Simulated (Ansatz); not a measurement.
# Geometry relaxation, with input and output: Ti2O

Ti2O (P-3m1, 6 atoms in the cell), computed with DFT r2SCAN, scalar-relativistic, plane waves, PAW, no spin polarisation (Ansatz 0.2.0).

The structure derives from an entry of the Crystallography Open Database. It belongs to a series of runs on one base structure; here: 0 of 4 Ti sites taken by Sn, cell and atoms relaxed. Figures and captions count atoms from 1; the log counts them from 0 in places.

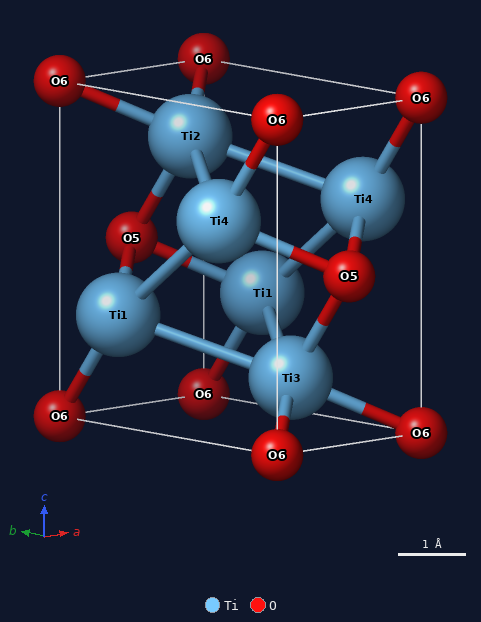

**Figure 1.** The starting structure (ball-and-stick view of the cell of the calculation, seen at an oblique angle; atoms are numbered from 1 in the order of the input).

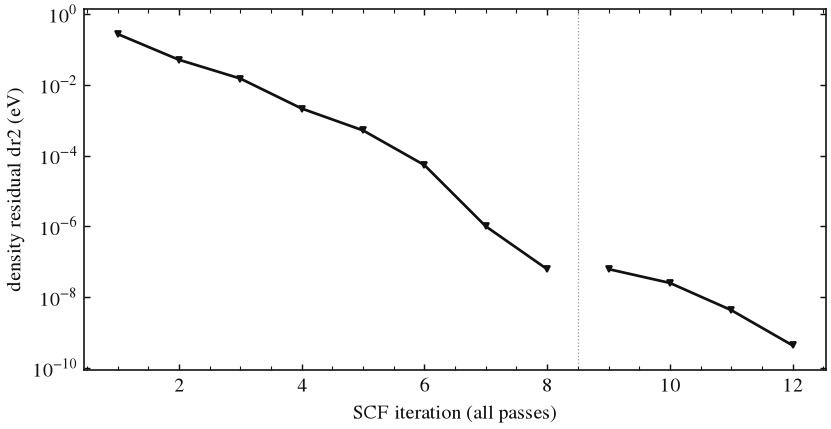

**Figure 2.** Convergence of the self-consistent field: density residual dr2 against the SCF iteration. The dotted lines part the SCF passes of the relaxation: geometry steps, rejected trials and re-solves on a re-selected basis. The passes take 8 and 4 iterations.

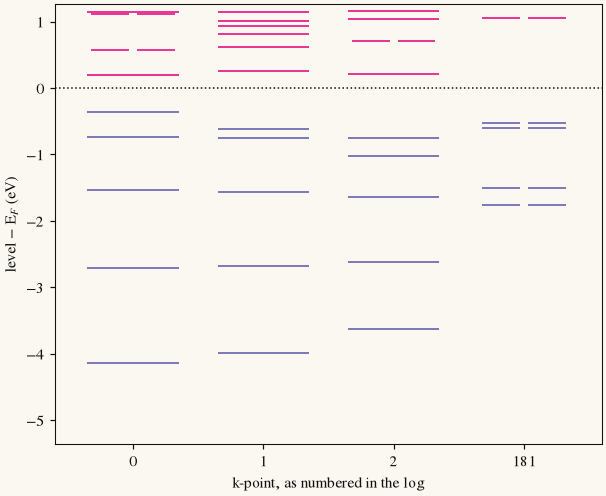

**Figure 3.** Kohn–Sham levels near the Fermi level (dotted) at the few k-points that the log prints; levels within 0.02 eV of each other stand side by side. The system is metallic on the full mesh.

These pictures come from the run below.

The input
```yaml
crystal:
  lattice:
    - [-2.9514347701, 0.0, 0.0]
    - [0.0, 0.0, -4.8140044545]
    - [0.0, -5.1120349771, 0.0]
  atoms:
    - { symbol: Ti, position: [1.0, 0.7311101298, 0.3333333333] }
    - { symbol: Ti, position: [0.5, 0.7311101298, 0.8333333333] }
    - { symbol: Ti, position: [0.5, 0.2688898702, 0.1666666667] }
    - { symbol: Ti, position: [0.0, 0.2688898702, 0.6666666667] }
    - { symbol: O, position: [0.5, 0.0, 0.5] }
    - { symbol: O, position: [1.0, 0.0, 1.0] }
basis:
  ecutwfc: 500
kpoints:
  mp_grid: { grid: [12, 6, 8] }
hamiltonian:
  xc: r2scan
scf:
  occupations: { method: gaussian, width: 0.1 }
output:
  forces: true
  stress: true
  eigenvalues: true
relax:
  adjacent_minimum: "off"
  f_tol: 0.015
  max_steps: 60
  cell: { stress_tol: 0.15 }
```

Launched with:
```bash
ansatz run input.yaml --threads 1 --pin off --max-ram 2560MiB --backend cpu --events-out ev --progress --plain --runs-dir out
```

The program's output
```
Engine: ansatz 0.2.0, x86_64-unknown-linux-gnu
Pseudopotentials: kind: paw
Pseudopotential: Ti, paw, valence charge 12, recommended cutoff 500 eV (meta_gga), Ti.paw.azcp
Pseudopotential: O, paw, valence charge 6, recommended cutoff 500 eV (meta_gga), O.paw.azcp
Functional definition: r2SCAN
  parameter k0 = 0.174
  parameter k1 = 0.065
  parameter a1 = 4.9479
  exchange = r2scan_x(k0 = k0, k1 = k1, a1 = a1)
  correlation = r2scan_c
Crystal: 6 atoms, lattice volume = 72.633 Å³
Basis set: ecut = 500 eV, 1865 PW (Γ), exchange–correlation on 96×144×160 points (64 copies of the dense FFT grid, shifted against one another)
Bands: 36, of which v1, the nominal top of the filled ones, is band 30 counted from 1 (29 counted from 0)
Symmetry: 8 space group operations
Space group: P-3m1 (ITA 164), of the structure as read, at distance tolerance 4.2e-5 Å
k-points: 182 of 576
Non-local potential: Ti, projectors of the file, l = 0: 3, l = 1: 2, l = 2: 3, l = 3: 1
Non-local potential: O, projectors of the file, l = 0: 2, l = 1: 2, l = 2: 1
PAW form: soft (Blöchl's): semilocal exchange-correlation on the pseudo side does not see the compensation charge
PAW frozen core: Ti, regenerated for the run's functional (the file was generated under x = pbe(κ = 0.804, μ = 0.2195149727645171), c = pbe(β = 0.06672455060314922))
PAW frozen core: O, regenerated for the run's functional (the file was generated under x = pbe(κ = 0.804, μ = 0.2195149727645171), c = pbe(β = 0.06672455060314922))
PAW one-centre angular grid: Ti, 590 points (default); XC on 160 Gauss nodes
PAW one-centre angular grid: O, 302 points (default); XC on 160 Gauss nodes
Initial density: superposition of atomic densities (neutral atoms: chi_scale 0, normalization atom), corrected by the library's trained network
Initial wavefunctions: pseudopotential atomic-orbital guess
Functional: x = r2scan, c = r2scan; τ floored in thin density (d = 2e-4 eV/Å³)
SCF iter   1: F=—  HF=-11161.174444 eV  |F-HF|=—  |Δ(HF+E_count)|=         —  Δρ=1.95e-2  dr2=2.70e-1  dr2_τ=2.04e-1  ethr=1.77e-3  ⟨swp⟩=4.4  Hψ=25263  notcnv=0
preconditioner: auto → Kerker (q_TF=auto, 2.643 Å⁻¹)  [metal: Δε(μ)=0.038 eV  Ē_g=8.516 eV  σ=0.100 eV  W_gap=0.21  n_scr=22 (ndim 8)  ℏωp=23.1 eV  f_vac=0.000  D(μ)=1.77/eV (n_scr^D=8)]
SCF iter   2: F=—  HF=-11161.398165 eV  |F-HF|=—  |Δ(HF+E_count)|=   2.24e-1  Δρ=8.08e-3  dr2=5.05e-2  dr2_τ=4.06e-3  ethr=4.50e-4  ⟨swp⟩=3.1  Hψ=14202  notcnv=0  defer=217
SCF iter   3: F=—  HF=-11161.398370 eV  |F-HF|=—  |Δ(HF+E_count)|=   2.05e-4  Δρ=3.84e-3  dr2=1.49e-2  dr2_τ=5.87e-4  ethr=8.41e-5  ⟨swp⟩=2.0  Hψ=7941  notcnv=0  defer=217
SCF iter   4: F=—  HF=-11161.398685 eV  |F-HF|=—  |Δ(HF+E_count)|=   3.15e-4  Δρ=1.66e-3  dr2=2.12e-3  dr2_τ=1.86e-4  ethr=2.48e-5  ⟨swp⟩=2.0  Hψ=8431  notcnv=0  defer=217
SCF iter   5: F=—  HF=-11161.398371 eV  |F-HF|=—  |Δ(HF+E_count)|=   3.14e-4  Δρ=6.14e-4  dr2=5.11e-4  dr2_τ=3.99e-5  ethr=3.54e-6  ⟨swp⟩=2.0  Hψ=8840  notcnv=0  defer=217
SCF iter   6: F=—  HF=-11161.398302 eV  |F-HF|=—  |Δ(HF+E_count)|=   6.92e-5  Δρ=2.47e-4  dr2=5.36e-5  dr2_τ=1.84e-6  ethr=8.51e-7  ⟨swp⟩=2.0  Hψ=8519  notcnv=0  defer=217
SCF iter   7: F=—  HF=-11161.398288 eV  |F-HF|=—  |Δ(HF+E_count)|=   1.39e-5  Δρ=4.09e-5  dr2=1.00e-6  dr2_τ=7.22e-8  ethr=8.94e-8  ⟨swp⟩=2.0  Hψ=9014  notcnv=0  defer=217
SCF iter   8: F=-11161.398289 eV  HF=-11161.398289 eV  |F-HF|=7.51e-9  |Δ(HF+E_count)|=   2.88e-7  Δρ=9.99e-6  dr2=6.16e-8  dr2_τ=3.58e-9  ethr=1.67e-10  ⟨swp⟩=8.4  Hψ=29348  notcnv=0
SCF 1 converged in 8 iterations: F = -11161.398289 eV  dr2 = 6.16e-8
  greatest PAW one-centre occupation: 1.001 electrons in one spin orbital (limit 2), on the Ti atom at site 3 (counted from 0), in its partial waves of l = 1
relax step   1: F+E_penalty+E_count = -11161.39828856 eV  Δ(F+E_penalty+E_count) = +0.000e0 eV  max|allowed force component| = 1.180e-3 eV/Å  Δτ_max = 0.0000 Å  P = -0.027 GPa  Ω = 72.633 Å³  (8 SCF iters, dr2 threshold 1.00e-7 eV, accepted)
Initial density: handed on by an earlier stage of this run
Initial wavefunctions: pseudopotential atomic-orbital guess (no wavefunctions were taken with the density)
iter 1 solved again at ethr=3.14e-8 eV; its pass at ethr=3.10e-3 eV (dr2=1.89e-5 eV) is discarded
SCF iter   1: F=—  HF=-11161.398289 eV  |F-HF|=—  |Δ(HF+E_count)|=         —  Δρ=1.00e-5  dr2=6.19e-8  dr2_τ=3.67e-9  ethr=3.14e-8  ⟨swp⟩=4.3  Hψ=42390  notcnv=0
preconditioner: auto → Kerker (q_TF=auto, 2.643 Å⁻¹)  [metal: Δε(μ)=0.030 eV  Ē_g=8.312 eV  σ=0.100 eV  W_gap=0.17  n_scr=22 (ndim 8)  ℏωp=23.1 eV  f_vac=0.000  D(μ)=1.76/eV (n_scr^D=8)]
SCF iter   2: F=—  HF=-11161.398289 eV  |F-HF|=—  |Δ(HF+E_count)|=   4.79e-7  Δρ=6.15e-6  dr2=2.52e-8  dr2_τ=1.39e-9  ethr=1.03e-10  ⟨swp⟩=2.1  Hψ=8584  notcnv=0
SCF iter   3: F=—  HF=-11161.398289 eV  |F-HF|=—  |Δ(HF+E_count)|=   1.12e-8  Δρ=2.35e-6  dr2=4.30e-9  dr2_τ=3.66e-10  ethr=4.20e-11  ⟨swp⟩=2.0  Hψ=8447  notcnv=0
SCF iter   4: F=-11161.398289 eV  HF=-11161.398289 eV  |F-HF|=2.51e-10  |Δ(HF+E_count)|=   1.08e-9  Δρ=8.44e-7  dr2=4.34e-10  dr2_τ=8.44e-11  ethr=1.00e-12  ⟨swp⟩=3.7  Hψ=24343  notcnv=0
SCF 2 converged in 4 iterations: F = -11161.398289 eV  dr2 = 4.34e-10
relax step   2: F+E_penalty+E_count = -11161.39828857 eV  Δ(F+E_penalty+E_count) = -1.573e-8 eV  max|allowed force component| = 1.180e-3 eV/Å  Δτ_max = 0.0000 Å  P = -0.027 GPa  Ω = 72.633 Å³  stress off target by 1.00e-1 GPa  SCF on the basis re-selected at this cell (its energy is not comparable with the rows above)  (4 SCF iters)
basis re-selected at this cell: Δ(F+E_penalty+E_count) = -1.573e-8 eV, ΔP = +0.000 GPa vs the last step (what re-selecting the basis moved, of the pressure what is left beyond the Pulay correction that the steps carried, after the strain that the cell walked since its last selection, with what the two solves' SCF thresholds leave and, on support functions, any second-order correction that the steps lacked; it is no measure of the basis error at this ecutwfc). This SCF's stress stands 1.00e-1 GPa from its target on what of the cell is left free (relax.cell.stress_tol is 1.50e-1 GPa) and its largest allowed force component is 1.18e-3 eV/Å (relax.f_tol is 1.50e-2 eV/Å): within both
SCF converged after 4 iterations
Free energy (F): -11161.398289 eV
Harris-Foulkes:  -11161.398289 eV  (|F-HF|=2.51e-10)
Internal energy: -11161.389482 eV  (E = F + TS)
E sigma→0 (E₀):  -11161.393885 eV
Entropy (-TS):   -0.008806 eV (-1.468 meV/atom)
Fermi energy:    15.479835 eV
--- Per-component energies (eV) ---
  E_band       = -580.792753
  E_kinetic    = 1450.286411
  E_local      = -3491.873355  (includes V_loc(G=0)·N_el)
  E_nonlocal   = 122.491574
  E_hartree    = 1415.069570
  E_xc         = -522.873275
  E_vxc        = -747.916143  (∫ρ·V_xc dr)
  E_paw        = -4546.692958  (= ΣΔE_a)
  E_vpaw       = -793.565305  (= ΣTr[D̂ρ^β])
  E_aug_tail   = 0.002281  (compensation charges beyond the density's cutoff)
  E_vtau       = 49.642530  (kinetic-family band-sum trace: ∫τ·v_τ [+ j·A + Jᵃ·Aᵃ] dr)
  E_ewald      = -5586.722019
  E_core_change = -1.077710  (= ΣΔE_core)
  E_smearing   = -0.008806  (= −TS)
  E_closure    = -0.000000  (closes the sum)
  Σ components = -11161.398289   (vs F -11161.398289, Δ=0.00e0)
--- Forces (eV/Å), atoms counted from 1 ---
  atom   1  Ti     0.00000000    -0.00117990     0.00097828
  atom   2  Ti     0.00000000    -0.00117990     0.00097828
  atom   3  Ti     0.00000000     0.00117990    -0.00097828
  atom   4  Ti     0.00000000     0.00117990    -0.00097828
  atom   5  O     -0.00000000     0.00000000     0.00000000
  atom   6  O     -0.00000000     0.00000000     0.00000000
  max |Σ_I F_I| component: 3.47e-18 eV/Å
--- Stress (GPa, compression-positive) ---
       -0.100393       0.000000       0.000000
        0.000000      -0.051214      -0.000061
        0.000000      -0.000061       0.070735
  P = ⅓ Tr σ = -0.0270 GPa (-0.270 kbar)
--- Band table (eV; the first three rows and the last of 182) ---
  k-point 0: bands = ["-44.2189", "-44.1015", "-44.0900", "-44.0602", "-19.8255", "-19.7115", "-19.5719", "-19.4042", "-19.3007", "-19.2275", "-19.1467", "-19.1466", "-19.1288", "-19.0765", "-19.0617", "-19.0616", "-7.0523", "-6.6072", "6.7604", "7.3964", "8.1062", "8.6237", "9.0851", "9.0853", "11.3346", "12.7652", "13.9382", "14.7452", "15.1199", "15.6822", "16.0568", "16.0573", "16.5894", "16.5896", "16.6232", "16.7923"]
  k-point 1: bands = ["-44.2150", "-44.1075", "-44.0884", "-44.0598", "-19.8144", "-19.6903", "-19.5619", "-19.4251", "-19.2953", "-19.2089", "-19.1702", "-19.1534", "-19.1259", "-19.0835", "-19.0744", "-19.0635", "-7.0331", "-6.6219", "6.8180", "7.4391", "8.0969", "8.6427", "8.9193", "9.0701", "11.4888", "12.7964", "13.9089", "14.7334", "14.8623", "15.7296", "16.1042", "16.2935", "16.4193", "16.4885", "16.6279", "16.9404"]
  k-point 2: bands = ["-44.2038", "-44.1228", "-44.0837", "-44.0605", "-19.7823", "-19.6301", "-19.5557", "-19.4448", "-19.2798", "-19.2319", "-19.1722", "-19.1718", "-19.1427", "-19.1176", "-19.0768", "-19.0693", "-6.9793", "-6.6646", "6.9887", "7.5551", "8.0629", "8.5309", "8.6965", "9.0252", "11.8479", "12.8573", "13.8345", "14.4499", "14.7296", "15.6965", "16.1872", "16.1873", "16.5220", "16.6351", "16.7457", "16.9602"]
  k-point 181: bands = ["-44.0905", "-44.0905", "-44.0711", "-44.0711", "-19.7483", "-19.7483", "-19.7003", "-19.7003", "-19.2463", "-19.2463", "-19.2437", "-19.2437", "-19.2158", "-19.2158", "-19.1843", "-19.1843", "-6.6190", "-6.6190", "6.7706", "6.7706", "8.0809", "8.0809", "8.6945", "8.6945", "13.7214", "13.7214", "13.9743", "13.9743", "14.8807", "14.8807", "14.9503", "14.9503", "16.5310", "16.5310", "18.3318", "18.3318"]
--- Relaxed structure (1 steps of the walk, 1 accepted, 1 SCFs on fresh bases) ---
  F+E_penalty+E_count = -11161.39828857 eV   max|allowed force component| = 1.180e-3 eV/Å   (the final SCF, on the basis selected at the relaxed cell)
  cell:  # Å, volume = 72.6329 Å³
    - [-2.9514347701, 0.0, 0.0]
    - [0.0, 0.0, -4.8140044545]
    - [0.0, -5.1120349771, 0.0]
  atoms:
    - { symbol: Ti, position: [1.0, 0.7311101298, 0.3333333333] }
    - { symbol: Ti, position: [0.5, 0.7311101298, 0.8333333333000001] }
    - { symbol: Ti, position: [0.5, 0.2688898702, 0.1666666667] }
    - { symbol: Ti, position: [0.0, 0.2688898702, 0.6666666667] }
    - { symbol: O, position: [0.5, 0.0, 0.5] }
    - { symbol: O, position: [1.0, 0.0, 1.0] }
```

Trajectory as extended XYZ (Å, eV, eV/Å), 2 frames, from step=1 to step=2
```
6
Lattice="-2.9514 0.0000 0.0000 0.0000 0.0000 -4.8140 0.0000 -5.1120 0.0000" Properties=species:S:1:pos:R:3:forces:R:3 step=1 energy=-11161.39829 pressure_GPa=-0.03
Ti   -2.9514   -1.7040   -3.5196    0.0000  -0.0012   0.0010
Ti   -1.4757   -4.2600   -3.5196    0.0000  -0.0012   0.0010
Ti   -1.4757   -0.8520   -1.2944    0.0000   0.0012  -0.0010
Ti    0.0000   -3.4080   -1.2944    0.0000   0.0012  -0.0010
O    -1.4757   -2.5560    0.0000    0.0000   0.0000   0.0000
O    -2.9514   -5.1120    0.0000    0.0000   0.0000   0.0000
6
Lattice="-2.9514 0.0000 0.0000 0.0000 0.0000 -4.8140 0.0000 -5.1120 0.0000" Properties=species:S:1:pos:R:3:forces:R:3 step=2 energy=-11161.39829 pressure_GPa=-0.03
Ti   -2.9514   -1.7040   -3.5196    0.0000  -0.0012   0.0010
Ti   -1.4757   -4.2600   -3.5196    0.0000  -0.0012   0.0010
Ti   -1.4757   -0.8520   -1.2944    0.0000   0.0012  -0.0010
Ti    0.0000   -3.4080   -1.2944    0.0000   0.0012  -0.0010
O    -1.4757   -2.5560    0.0000    0.0000   0.0000   0.0000
O    -2.9514   -5.1120    0.0000    0.0000   0.0000   0.0000
```

Results in brief

- outcome: converged
- space group (tolerance 0.01 Å): P-3m1 (164)
- electrons treated: 60
- free energy: −11161.3983 eV
- Fermi energy: 15.480 eV
- gap on the k-point mesh: none (metallic)
- pressure: −0.03 GPa
- final volume: 72.63 Å³
- largest force (length of the vector) at the end: 0.002 eV/Å
- final cell: a = 2.951 Å, b = 4.814 Å, c = 5.112 Å, α = 90.00°, β = 90.00°, γ = 90.00°
- hardware: 1 thread of Oxide Virtual Turin-like (Zen 5), 32 GiB of memory available, shared host
- wall time: 73 s
- peak memory: 0.88 GiB
